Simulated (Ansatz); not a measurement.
Geometry relaxation, with input and output: Al (part 1 of 2)

The run: geometry relaxation of Al (P1, 8 atoms in the cell). Method and program: DFT PBE, scalar-relativistic, plane waves, PAW, no spin polarisation (Ansatz 0.2.0).

The structure was made by a generator, so it may or may not be a known phase. Figures and captions count atoms from 1; the log counts them from 0 in places.

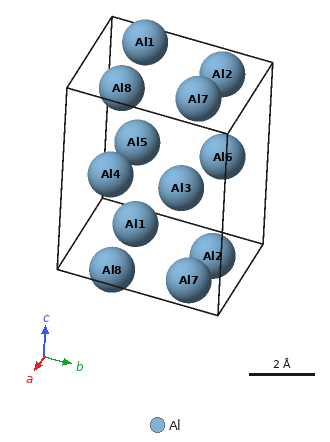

*The structure as given in the input (spheres-only view of the cell of the calculation, set on other vectors, seen at an oblique angle; atoms are numbered from 1 in the order of the input).*

**The input**
```yaml
crystal:
  lattice:
    - [5.7379417984, 0.0196811278, -0.2261150314]
    - [2.9941546362, 0.1233635149, 4.777478423]
    - [2.8479903, -5.0156302707, -0.2261209192]
  atoms:
    - { symbol: Al, position: [0.2683831865, 0.9576712341, -0.0143340845] }
    - { symbol: Al, position: [0.7668318235, 0.5188971663, 0.0110745022] }
    - { symbol: Al, position: [0.6509397119, 1.0239807235, 0.5142337593] }
    - { symbol: Al, position: [0.228225353, 0.5042071294, 0.523924799] }
    - { symbol: Al, position: [0.2686638566, 0.0184469191, 0.5126818198] }
    - { symbol: Al, position: [0.7960122155, 0.4924015416, 0.4563954977] }
    - { symbol: Al, position: [0.7398450363, 0.984654584, 0.9799920859] }
    - { symbol: Al, position: [0.2810988167, 0.4997407019, 1.0160316206] }
basis:
  ecutwfc: 420
kpoints:
  mp_grid: { grid: [6, 4, 6] }
hamiltonian:
  xc: pbe
scf:
  occupations: { method: gaussian, width: 0.2 }
  lower_state_search: "off"
output:
  forces: true
  stress: true
  eigenvalues: true
relax:
  adjacent_minimum: "off"
  f_tol: 0.025
  max_steps: 60
  cell: { stress_tol: 0.25 }
```

Hardware: 1 thread of Arm Neoverse V2, 24 GiB of memory available, shared host.

Command:
```bash
ansatz run input.yaml --threads 1 --pin off --max-ram 2560MiB --backend cpu --events-out ev --progress --plain --runs-dir out
```

**Log**
```
Engine: ansatz 0.2.0, aarch64-unknown-linux-gnu
Pseudopotentials: kind: paw
Pseudopotential: Al, paw, valence charge 3, recommended cutoff 420 eV (normal), Al.paw.azcp
Functional definition: PBE
  parameter kappa = 0.804
  parameter beta = 0.06672455060314922
  exchange = pbe_x(kappa = kappa, mu = beta*pi^2/3)
  correlation = pbe_c(beta = beta)
Crystal: 8 atoms, lattice volume = 141.089 Å³
Basis set: ecut = 420 eV, 2785 PW (Γ), exchange–correlation on 80×80×80 points (8 copies of the dense FFT grid, shifted against one another)
Bands: 20, of which v1, the nominal top of the filled ones, is band 12 counted from 1 (11 counted from 0)
Symmetry: 1 space group operations
Space group: P1 (ITA 1), of the structure as read, at distance tolerance 5.2e-5 Å
k-points: 76 of 144 (time reversal used)
Non-local potential: Al, projectors of the file, l = 0: 2, l = 1: 2, l = 2: 1
PAW form: soft (Blöchl's): semilocal exchange-correlation on the pseudo side does not see the compensation charge
PAW one-centre angular grid: Al, 110 points (default); XC on 64 Gauss nodes
Initial density: superposition of atomic densities (neutral atoms: chi_scale 0, normalization atom), corrected by the library's trained network
Initial wavefunctions: pseudopotential atomic-orbital guess
Functional: x = pbe(κ = 0.804, μ = 0.2195149727645171), c = pbe(β = 0.06672455060314922)
SCF iter   1: F=—  HF=-4297.761073 eV  |F-HF|=—  |Δ(HF+E_count)|=         —  Δρ=1.55e-3  dr2=4.90e-3  ethr=1.77e-3  ⟨swp⟩=7.3  Hψ=9335  notcnv=0
preconditioner: auto → Kerker (q_TF=auto, 2.031 Å⁻¹)  [metal: Δε(μ)=0.006 eV  Ē_g=6.429 eV  σ=0.200 eV  W_gap=0.02  n_scr=16 (ndim 8)  ℏωp=15.3 eV  f_vac=0.000  D(μ)=3.99/eV (n_scr^D=22)]
SCF iter   2: F=—  HF=-4297.761099 eV  |F-HF|=—  |Δ(HF+E_count)|=   2.53e-5  Δρ=9.48e-4  dr2=1.68e-3  ethr=2.04e-5  ⟨swp⟩=1.8  Hψ=2461  notcnv=0
SCF iter   3: F=—  HF=-4297.760901 eV  |F-HF|=—  |Δ(HF+E_count)|=   1.98e-4  Δρ=9.66e-5  dr2=2.02e-5  ethr=7.00e-6  ⟨swp⟩=2.3  Hψ=2275  notcnv=0
SCF iter   4: F=—  HF=-4297.760905 eV  |F-HF|=—  |Δ(HF+E_count)|=   4.34e-6  Δρ=3.22e-5  dr2=1.96e-6  ethr=8.42e-8  ⟨swp⟩=2.0  Hψ=2163  notcnv=0
iter 5 did not close the SCF: its close was put off for the readings that it lacked (scf_convergence_deferred on its scf_iter line)
SCF iter   5: F=-4297.760904 eV  HF=-4297.760904 eV  |F-HF|=1.05e-8  |Δ(HF+E_count)|=   4.63e-7  Δρ=4.36e-6  dr2=3.22e-8  ethr=8.18e-9  ⟨swp⟩=2.0  Hψ=2211  notcnv=0
SCF iter   6: F=-4297.760904 eV  HF=-4297.760904 eV  |F-HF|=3.92e-10  |Δ(HF+E_count)|=   5.97e-9  Δρ=6.78e-7  dr2=9.11e-10  ethr=1.34e-10  ⟨swp⟩=5.7  Hψ=6197  notcnv=0
SCF 1 converged in 6 iterations: F = -4297.760904 eV  dr2 = 9.11e-10
  greatest PAW one-centre occupation: 0.479 electrons in one spin orbital (limit 2), on the Al atom at site 2 (counted from 0), in its partial waves of l = 0
relax step   1: F+E_penalty+E_count = -4297.76090448 eV  Δ(F+E_penalty+E_count) = +0.000e0 eV  max|allowed force component| = 4.499e0 eV/Å  Δτ_max = 0.0000 Å  P = +3.250 GPa  Ω = 141.089 Å³  (6 SCF iters, dr2 threshold 1.00e-7 eV, accepted)
Crystal: 8 atoms, lattice volume = 131.993 Å³
Basis set: ecut = 420 eV, 2579 PW (Γ), exchange–correlation on 80×80×80 points (8 copies of the dense FFT grid, shifted against one another)
Initial density: handed on by an earlier stage of this run
Initial wavefunctions: those handed on with the density
iter 1 solved again at ethr=1.56e-3 eV; its pass at ethr=3.10e-3 eV (dr2=3.75e-1 eV) is discarded
SCF iter   1: F=—  HF=-4299.229435 eV  |F-HF|=—  |Δ(HF+E_count)|=         —  Δρ=9.86e-3  dr2=3.82e-1  ethr=1.56e-3  ⟨swp⟩=1.0  Hψ=12518  notcnv=0
preconditioner: auto → Kerker (q_TF=auto, 2.054 Å⁻¹)  [metal: Δε(μ)=0.010 eV  Ē_g=6.698 eV  σ=0.200 eV  W_gap=0.03  n_scr=16 (ndim 8)  ℏωp=15.8 eV  f_vac=0.000  D(μ)=3.61/eV (n_scr^D=16)]
SCF iter   2: F=—  HF=-4299.149732 eV  |F-HF|=—  |Δ(HF+E_count)|=   7.97e-2  Δρ=5.61e-3  dr2=1.20e-1  ethr=1.56e-3  ⟨swp⟩=1.0  Hψ=1520  notcnv=0
SCF iter   3: F=—  HF=-4299.115856 eV  |F-HF|=—  |Δ(HF+E_count)|=   3.39e-2  Δρ=5.49e-4  dr2=3.54e-4  ethr=4.98e-4  ⟨swp⟩=2.9  Hψ=2430  notcnv=0
SCF iter   4: F=—  HF=-4299.115798 eV  |F-HF|=—  |Δ(HF+E_count)|=   5.80e-5  Δρ=8.77e-5  dr2=1.25e-5  ethr=1.48e-6  ⟨swp⟩=2.5  Hψ=2441  notcnv=0
SCF iter   5: F=-4299.115795 eV  HF=-4299.115795 eV  |F-HF|=1.11e-7  |Δ(HF+E_count)|=   2.64e-6  Δρ=1.23e-5  dr2=2.47e-7  ethr=3.33e-9  ⟨swp⟩=7.8  Hψ=8190  notcnv=0
SCF 2 converged in 5 iterations: F = -4299.115795 eV  dr2 = 2.47e-7
  greatest PAW one-centre occupation: 0.463 electrons in one spin orbital (limit 2), on the Al atom at site 2 (counted from 0), in its partial waves of l = 0
relax step   2: F+E_penalty+E_count = -4299.11579501 eV  Δ(F+E_penalty+E_count) = -1.355e0 eV  max|allowed force component| = 1.815e0 eV/Å  Δτ_max = 0.1996 Å  P = +3.508 GPa  Ω = 131.993 Å³  energy of the carried Pulay correction = +3.034e-3 eV  (5 SCF iters, dr2 threshold 8.00e-7 eV, accepted)
Crystal: 8 atoms, lattice volume = 132.546 Å³
Basis set: ecut = 420 eV, 2609 PW (Γ), exchange–correlation on 80×80×80 points (8 copies of the dense FFT grid, shifted against one another)
iter 1 solved again at ethr=3.54e-4 eV; its pass at ethr=3.10e-3 eV (dr2=8.49e-2 eV) is discarded
SCF iter   1: F=—  HF=-4299.626662 eV  |F-HF|=—  |Δ(HF+E_count)|=         —  Δρ=5.47e-3  dr2=8.64e-2  ethr=3.54e-4  ⟨swp⟩=1.0  Hψ=12356  notcnv=0
preconditioner: auto → Kerker (q_TF=auto, 2.052 Å⁻¹)  [metal: Δε(μ)=0.028 eV  Ē_g=6.721 eV  σ=0.200 eV  W_gap=0.08  n_scr=16 (ndim 8)  ℏωp=15.8 eV  f_vac=0.000  D(μ)=3.49/eV (n_scr^D=16)]
SCF iter   2: F=—  HF=-4299.610792 eV  |F-HF|=—  |Δ(HF+E_count)|=   1.59e-2  Δρ=3.24e-3  dr2=2.85e-2  ethr=3.54e-4  ⟨swp⟩=1.0  Hψ=1520  notcnv=0
SCF iter   3: F=—  HF=-4299.603848 eV  |F-HF|=—  |Δ(HF+E_count)|=   6.94e-3  Δρ=2.89e-4  dr2=9.68e-5  ethr=1.19e-4  ⟨swp⟩=2.7  Hψ=2386  notcnv=0
SCF iter   4: F=—  HF=-4299.603831 eV  |F-HF|=—  |Δ(HF+E_count)|=   1.71e-5  Δρ=4.65e-5  dr2=2.74e-6  ethr=4.03e-7  ⟨swp⟩=2.4  Hψ=2430  notcnv=0
SCF iter   5: F=-4299.603831 eV  HF=-4299.603831 eV  |F-HF|=2.09e-8  |Δ(HF+E_count)|=   1.98e-7  Δρ=5.18e-6  dr2=4.92e-8  ethr=3.33e-9  ⟨swp⟩=7.2  Hψ=7416  notcnv=0
SCF 3 converged in 5 iterations: F = -4299.603831 eV  dr2 = 4.92e-8
  greatest PAW one-centre occupation: 0.455 electrons in one spin orbital (limit 2), on the Al atom at site 2 (counted from 0), in its partial waves of l = 0
relax step   3: F+E_penalty+E_count = -4299.60383101 eV  Δ(F+E_penalty+E_count) = -4.880e-1 eV  max|allowed force component| = 5.385e-1 eV/Å  Δτ_max = 0.1338 Å  P = +1.546 GPa  Ω = 132.546 Å³  energy of the carried Pulay correction = +2.844e-3 eV  (5 SCF iters, dr2 threshold 8.00e-7 eV, accepted)
Crystal: 8 atoms, lattice volume = 131.928 Å³
iter 1 solved again at ethr=1.07e-4 eV; its pass at ethr=3.10e-3 eV (dr2=2.56e-2 eV) is discarded
SCF iter   1: F=—  HF=-4299.902917 eV  |F-HF|=—  |Δ(HF+E_count)|=         —  Δρ=4.40e-3  dr2=2.62e-2  ethr=1.07e-4  ⟨swp⟩=1.0  Hψ=12497  notcnv=0
preconditioner: auto → Kerker (q_TF=auto, 2.054 Å⁻¹)  [metal: Δε(μ)=0.006 eV  Ē_g=6.773 eV  σ=0.200 eV  W_gap=0.02  n_scr=14 (ndim 8)  ℏωp=15.8 eV  f_vac=0.000  D(μ)=3.40/eV (n_scr^D=16)]
SCF iter   2: F=—  HF=-4299.900256 eV  |F-HF|=—  |Δ(HF+E_count)|=   2.66e-3  Δρ=2.75e-3  dr2=1.01e-2  ethr=1.07e-4  ⟨swp⟩=1.0  Hψ=1520  notcnv=0
SCF iter   3: F=—  HF=-4299.898586 eV  |F-HF|=—  |Δ(HF+E_count)|=   1.67e-3  Δρ=1.10e-4  dr2=1.52e-5  ethr=4.21e-5  ⟨swp⟩=1.1  Hψ=1564  notcnv=0
SCF iter   4: F=—  HF=-4299.898644 eV  |F-HF|=—  |Δ(HF+E_count)|=   5.85e-5  Δρ=2.85e-5  dr2=1.48e-6  ethr=3.33e-9  ⟨swp⟩=7.9  Hψ=8288  notcnv=0
SCF iter   5: F=-4299.898644 eV  HF=-4299.898644 eV  |F-HF|=4.65e-9  |Δ(HF+E_count)|=   2.55e-7  Δρ=4.63e-6  dr2=2.48e-8  ethr=3.33e-9  ⟨swp⟩=4.1  Hψ=4310  notcnv=0
SCF 4 converged in 5 iterations: F = -4299.898644 eV  dr2 = 2.48e-8
  greatest PAW one-centre occupation: 0.449 electrons in one spin orbital (limit 2), on the Al atom at site 4 (counted from 0), in its partial waves of l = 0
relax step   4: F+E_penalty+E_count = -4299.89864402 eV  Δ(F+E_penalty+E_count) = -2.948e-1 eV  max|allowed force component| = 2.856e-1 eV/Å  Δτ_max = 0.1182 Å  P = +0.654 GPa  Ω = 131.928 Å³  energy of the carried Pulay correction = +3.056e-3 eV  (5 SCF iters, dr2 threshold 8.00e-7 eV, accepted)
Crystal: 8 atoms, lattice volume = 131.567 Å³
iter 1 solved again at ethr=8.34e-5 eV; its pass at ethr=3.10e-3 eV (dr2=2.00e-2 eV) is discarded
SCF iter   1: F=—  HF=-4300.050645 eV  |F-HF|=—  |Δ(HF+E_count)|=         —  Δρ=3.65e-3  dr2=2.24e-2  ethr=8.34e-5  ⟨swp⟩=1.1  Hψ=12113  notcnv=0
preconditioner: auto → Kerker (q_TF=auto, 2.055 Å⁻¹)  [metal: Δε(μ)=0.020 eV  Ē_g=6.812 eV  σ=0.200 eV  W_gap=0.06  n_scr=14 (ndim 8)  ℏωp=15.9 eV  f_vac=0.000  D(μ)=2.83/eV (n_scr^D=14)]
SCF iter   2: F=—  HF=-4300.046987 eV  |F-HF|=—  |Δ(HF+E_count)|=   3.66e-3  Δρ=2.26e-3  dr2=8.42e-3  ethr=8.34e-5  ⟨swp⟩=1.0  Hψ=1520  notcnv=0
SCF iter   3: F=—  HF=-4300.044864 eV  |F-HF|=—  |Δ(HF+E_count)|=   2.12e-3  Δρ=8.92e-5  dr2=1.29e-5  ethr=3.51e-5  ⟨swp⟩=2.0  Hψ=2398  notcnv=0
SCF iter   4: F=—  HF=-4300.044992 eV  |F-HF|=—  |Δ(HF+E_count)|=   1.27e-4  Δρ=1.53e-5  dr2=2.88e-7  ethr=3.33e-9  ⟨swp⟩=7.2  Hψ=8150  notcnv=0
SCF iter   5: F=-4300.044992 eV  HF=-4300.044992 eV  |F-HF|=6.47e-10  |Δ(HF+E_count)|=   2.46e-8  Δρ=1.97e-6  dr2=4.51e-9  ethr=1.20e-9  ⟨swp⟩=2.0  Hψ=4265  notcnv=0
SCF 5 converged in 5 iterations: F = -4300.044992 eV  dr2 = 4.51e-9
  greatest PAW one-centre occupation: 0.446 electrons in one spin orbital (limit 2), on the Al atom at site 2 (counted from 0), in its partial waves of l = 0
relax step   5: F+E_penalty+E_count = -4300.04499150 eV  Δ(F+E_penalty+E_count) = -1.463e-1 eV  max|allowed force component| = 1.357e-1 eV/Å  Δτ_max = 0.0747 Å  P = +0.226 GPa  Ω = 131.567 Å³  energy of the carried Pulay correction = +3.181e-3 eV  (5 SCF iters, dr2 threshold 8.00e-7 eV, accepted)
Crystal: 8 atoms, lattice volume = 131.887 Å³
Basis set: ecut = 420 eV, 2627 PW (Γ), exchange–correlation on 80×80×80 points (8 copies of the dense FFT grid, shifted against one another)
iter 1 solved again at ethr=3.18e-5 eV; its pass at ethr=3.10e-3 eV (dr2=7.64e-3 eV) is discarded
SCF iter   1: F=—  HF=-4300.086786 eV  |F-HF|=—  |Δ(HF+E_count)|=         —  Δρ=2.17e-3  dr2=7.97e-3  ethr=3.18e-5  ⟨swp⟩=1.1  Hψ=11398  notcnv=0
preconditioner: auto → Kerker (q_TF=auto, 2.054 Å⁻¹)  [metal: Δε(μ)=0.055 eV  Ē_g=6.805 eV  σ=0.200 eV  W_gap=0.15  n_scr=14 (ndim 8)  ℏωp=15.8 eV  f_vac=0.000  D(μ)=2.90/eV (n_scr^D=14)]
SCF iter   2: F=—  HF=-4300.085383 eV  |F-HF|=—  |Δ(HF+E_count)|=   1.40e-3  Δρ=1.35e-3  dr2=3.03e-3  ethr=3.18e-5  ⟨swp⟩=1.0  Hψ=1520  notcnv=0
SCF iter   3: F=—  HF=-4300.084552 eV  |F-HF|=—  |Δ(HF+E_count)|=   8.32e-4  Δρ=5.01e-5  dr2=4.16e-6  ethr=1.26e-5  ⟨swp⟩=2.0  Hψ=2422  notcnv=0
SCF iter   4: F=—  HF=-4300.084744 eV  |F-HF|=—  |Δ(HF+E_count)|=   1.93e-4  Δρ=8.78e-6  dr2=9.77e-8  ethr=3.33e-9  ⟨swp⟩=6.9  Hψ=8000  notcnv=0
SCF iter   5: F=-4300.084744 eV  HF=-4300.084744 eV  |F-HF|=1.46e-10  |Δ(HF+E_count)|=   9.48e-9  Δρ=1.10e-6  dr2=1.37e-9  ethr=4.07e-10  ⟨swp⟩=2.0  Hψ=4261  notcnv=0
SCF 6 converged in 5 iterations: F = -4300.084744 eV  dr2 = 1.37e-9
  greatest PAW one-centre occupation: 0.446 electrons in one spin orbital (limit 2), on the Al atom at site 0 (counted from 0), in its partial waves of l = 0
relax step   6: F+E_penalty+E_count = -4300.08474432 eV  Δ(F+E_penalty+E_count) = -3.975e-2 eV  max|allowed force component| = 7.301e-3 eV/Å  Δτ_max = 0.0406 Å  P = -0.046 GPa  Ω = 131.887 Å³  energy of the carried Pulay correction = +3.070e-3 eV  (5 SCF iters, dr2 threshold 8.00e-7 eV, accepted)
Crystal: 8 atoms, lattice volume = 131.826 Å³
Basis set: ecut = 420 eV, 2643 PW (Γ), exchange–correlation on 80×80×80 points (8 copies of the dense FFT grid, shifted against one another)
iter 1 solved again at ethr=1.64e-6 eV; its pass at ethr=3.10e-3 eV (dr2=3.93e-4 eV) is discarded
SCF iter   1: F=—  HF=-4300.089887 eV  |F-HF|=—  |Δ(HF+E_count)|=         —  Δρ=5.25e-4  dr2=4.30e-4  ethr=1.64e-6  ⟨swp⟩=2.5  Hψ=10951  notcnv=0
preconditioner: auto → Kerker (q_TF=auto, 2.054 Å⁻¹)  [metal: Δε(μ)=0.031 eV  Ē_g=6.814 eV  σ=0.200 eV  W_gap=0.09  n_scr=14 (ndim 8)  ℏωp=15.8 eV  f_vac=0.000  D(μ)=2.59/eV (n_scr^D=14)]
SCF iter   2: F=—  HF=-4300.089994 eV  |F-HF|=—  |Δ(HF+E_count)|=   1.08e-4  Δρ=3.24e-4  dr2=1.64e-4  ethr=1.64e-6  ⟨swp⟩=1.0  Hψ=1520  notcnv=0
SCF iter   3: F=-4300.089947 eV  HF=-4300.089947 eV  |F-HF|=4.23e-8  |Δ(HF+E_count)|=   4.78e-5  Δρ=9.47e-6  dr2=9.45e-8  ethr=3.33e-9  ⟨swp⟩=5.4  Hψ=8370  notcnv=0
SCF 7 converged in 3 iterations: F = -4300.089947 eV  dr2 = 9.45e-8
relax step   7: F+E_penalty+E_count = -4300.08994651 eV  Δ(F+E_penalty+E_count) = -5.202e-3 eV  max|allowed force component| = 1.691e-3 eV/Å  Δτ_max = 0.0022 Å  P = -0.045 GPa  Ω = 131.826 Å³  energy of the carried Pulay correction = +3.091e-3 eV  (3 SCF iters, dr2 threshold 8.00e-7 eV, accepted)
Crystal: 8 atoms, lattice volume = 131.789 Å³
Basis set: ecut = 420 eV, 2647 PW (Γ), exchange–correlation on 80×80×80 points (8 copies of the dense FFT grid, shifted against one another)
iter 1 solved again at ethr=1.22e-7 eV; its pass at ethr=3.10e-3 eV (dr2=2.93e-5 eV) is discarded
SCF iter   1: F=—  HF=-4300.090944 eV  |F-HF|=—  |Δ(HF+E_count)|=         —  Δρ=1.51e-4  dr2=3.27e-5  ethr=1.22e-7  ⟨swp⟩=2.4  Hψ=10697  notcnv=0
preconditioner: auto → Kerker (q_TF=auto, 2.054 Å⁻¹)  [metal: Δε(μ)=0.033 eV  Ē_g=6.812 eV  σ=0.200 eV  W_gap=0.09  n_scr=14 (ndim 8)  ℏωp=15.8 eV  f_vac=0.000  D(μ)=2.65/eV (n_scr^D=14)]
SCF iter   2: F=—  HF=-4300.091125 eV  |F-HF|=—  |Δ(HF+E_count)|=   1.81e-4  Δρ=9.25e-5  dr2=1.24e-5  ethr=1.22e-7  ⟨swp⟩=1.0  Hψ=1520  notcnv=0
SCF iter   3: F=-4300.091122 eV  HF=-4300.091122 eV  |F-HF|=9.26e-9  |Δ(HF+E_count)|=   3.16e-6  Δρ=3.57e-6  dr2=1.49e-8  ethr=3.33e-9  ⟨swp⟩=3.7  Hψ=6231  notcnv=0
SCF 8 converged in 3 iterations: F = -4300.091122 eV  dr2 = 1.49e-8
  greatest PAW one-centre occupation: 0.446 electrons in one spin orbital (limit 2), on the Al atom at site 1 (counted from 0), in its partial waves of l = 0
relax step   8: F+E_penalty+E_count = -4300.09112184 eV  Δ(F+E_penalty+E_count) = -1.175e-3 eV  max|allowed force component| = 1.123e-3 eV/Å  Δτ_max = 0.0007 Å  P = -0.008 GPa  Ω = 131.789 Å³  energy of the carried Pulay correction = +3.104e-3 eV  (3 SCF iters, dr2 threshold 8.00e-7 eV, accepted)
Initial wavefunctions: pseudopotential atomic-orbital guess (no wavefunctions were taken with the density)
iter 1 solved again at ethr=2.74e-8 eV; its pass at ethr=3.10e-3 eV (dr2=6.59e-6 eV) is discarded
SCF iter   1: F=—  HF=-4300.102884 eV  |F-HF|=—  |Δ(HF+E_count)|=         —  Δρ=1.71e-4  dr2=3.76e-6  ethr=2.74e-8  ⟨swp⟩=3.0  Hψ=12235  notcnv=0
SCF iter   2: F=—  HF=-4300.103101 eV  |F-HF|=—  |Δ(HF+E_count)|=   2.17e-4  Δρ=9.02e-5  dr2=1.06e-6  ethr=1.57e-8  ⟨swp⟩=2.0  Hψ=2422  notcnv=0
SCF iter   3: F=—  HF=-4300.103114 eV  |F-HF|=—  |Δ(HF+E_count)|=   1.28e-5  Δρ=1.93e-6  dr2=2.18e-9  ethr=4.41e-9  ⟨swp⟩=2.0  Hψ=2444  notcnv=0
SCF iter   4: F=-4300.103114 eV  HF=-4300.103114 eV  |F-HF|=1.82e-12  |Δ(HF+E_count)|=   2.17e-9  Δρ=2.70e-7  dr2=6.63e-11  ethr=8.33e-12  ⟨swp⟩=4.2  Hψ=4568  notcnv=0
SCF 9 converged in 4 iterations: F = -4300.103114 eV  dr2 = 6.63e-11
relax step   9: F+E_penalty+E_count = -4300.10311429 eV  Δ(F+E_penalty+E_count) = -1.199e-2 eV  max|allowed force component| = 1.116e-3 eV/Å  Δτ_max = 0.0000 Å  P = +0.093 GPa  Ω = 131.789 Å³  stress off target by 2.63e-1 GPa  SCF on the basis re-selected at this cell (its energy is not comparable with the rows above)  (4 SCF iters)
basis re-selected at this cell: Δ(F+E_penalty+E_count) = -1.199e-2 eV, ΔP = +0.101 GPa vs the last step (what re-selecting the basis moved, of the pressure what is left beyond the Pulay correction that the steps carried, after the strain that the cell walked since its last selection, with what the two solves' SCF thresholds leave and, on support functions, any second-order correction that the steps lacked; it is no measure of the basis error at this ecutwfc). This SCF's stress stands 2.63e-1 GPa from its target on what of the cell is left free (relax.cell.stress_tol is 2.50e-1 GPa) and its largest allowed force component is 1.12e-3 eV/Å (relax.f_tol is 2.50e-2 eV/Å): not within both, so this SCF does not close the relaxation
Crystal: 8 atoms, lattice volume = 131.903 Å³
Basis set: ecut = 420 eV, 2649 PW (Γ), exchange–correlation on 80×80×80 points (8 copies of the dense FFT grid, shifted against one another)
iter 1 solved again at ethr=1.24e-7 eV; its pass at ethr=3.10e-3 eV (dr2=2.98e-5 eV) is discarded
SCF iter   1: F=—  HF=-4300.103194 eV  |F-HF|=—  |Δ(HF+E_count)|=         —  Δρ=1.42e-4  dr2=3.27e-5  ethr=1.24e-7  ⟨swp⟩=2.6  Hψ=10305  notcnv=0
preconditioner: auto → Kerker (q_TF=auto, 2.054 Å⁻¹)  [metal: Δε(μ)=0.003 eV  Ē_g=6.808 eV  σ=0.200 eV  W_gap=0.01  n_scr=14 (ndim 8)  ℏωp=15.8 eV  f_vac=0.000  D(μ)=2.62/eV (n_scr^D=14)]
SCF iter   2: F=—  HF=-4300.103373 eV  |F-HF|=—  |Δ(HF+E_count)|=   1.79e-4  Δρ=8.78e-5  dr2=1.25e-5  ethr=1.24e-7  ⟨swp⟩=1.0  Hψ=1520  notcnv=0
SCF iter   3: F=-4300.103369 eV  HF=-4300.103369 eV  |F-HF|=5.62e-9  |Δ(HF+E_count)|=   3.85e-6  Δρ=3.14e-6  dr2=1.21e-8  ethr=7.22e-10  ⟨swp⟩=3.8  Hψ=6209  notcnv=0
SCF 10 converged in 3 iterations: F = -4300.103369 eV  dr2 = 1.21e-8
  greatest PAW one-centre occupation: 0.446 electrons in one spin orbital (limit 2), on the Al atom at site 6 (counted from 0), in its partial waves of l = 0
relax step  10: F+E_penalty+E_count = -4300.10336944 eV  Δ(F+E_penalty+E_count) = -2.551e-4 eV  max|allowed force component| = 4.672e-3 eV/Å  Δτ_max = 0.0012 Å  P = +0.024 GPa  Ω = 131.903 Å³  energy of the carried Pulay correction = -5.123e-5 eV  (3 SCF iters, dr2 threshold 1.73e-7 eV, accepted)
iter 1 solved again at ethr=1.00e-8 eV; its pass at ethr=3.10e-3 eV (dr2=2.40e-6 eV) is discarded
SCF iter   1: F=—  HF=-4300.103251 eV  |F-HF|=—  |Δ(HF+E_count)|=         —  Δρ=4.48e-6  dr2=1.33e-8  ethr=1.00e-8  ⟨swp⟩=3.2  Hψ=12468  notcnv=0
SCF iter   2: F=—  HF=-4300.103436 eV  |F-HF|=—  |Δ(HF+E_count)|=   1.86e-4  Δρ=2.48e-6  dr2=4.94e-9  ethr=5.53e-11  ⟨swp⟩=2.0  Hψ=2485  notcnv=0
SCF iter   3: F=-4300.103436 eV  HF=-4300.103436 eV  |F-HF|=3.55e-11  |Δ(HF+E_count)|=   2.33e-9  Δρ=3.98e-7  dr2=1.39e-10  ethr=8.33e-12  ⟨swp⟩=5.4  Hψ=5087  notcnv=0
SCF 11 converged in 3 iterations: F = -4300.103436 eV  dr2 = 1.39e-10
relax step  11: F+E_penalty+E_count = -4300.10343623 eV  Δ(F+E_penalty+E_count) = -6.679e-5 eV  max|allowed force component| = 4.658e-3 eV/Å  Δτ_max = 0.0000 Å  P = +0.025 GPa  Ω = 131.903 Å³  stress off target by 7.31e-2 GPa  SCF on the basis re-selected at this cell (its energy is not comparable with the rows above)  (3 SCF iters)
```
